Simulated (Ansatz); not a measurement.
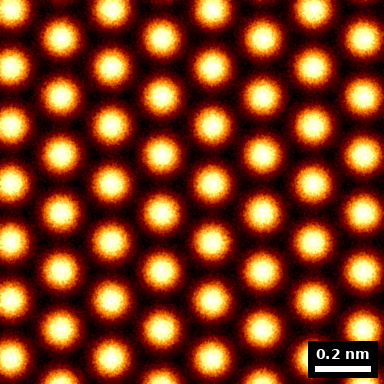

Z-contrast image of a crystal. Simulation: incoherent imaging, intensity Z^1.7 per atom, probe width 1.18 Å, thin sample. The probe carries 25 % of its weight in a tail 2.5 times as wide. Shot noise was added.

Measure the repeat of the pattern.

The pattern repeats on a hexagonal net with a repeat of 2.1 Å.

What is the plane group of the image?

p6mm: sixfold points with mirror lines through them.

How many columns does the smallest repeating cell hold, and how many levels of brightness?

1 column in the primitive cell of 3.9 Å², all of one brightness.

The crystal is Ti (Pm-3m, No. 221) seen along [111]. Structure: a calculation's starting geometry; the starting structure was generated, so it need not be a known form of this composition.
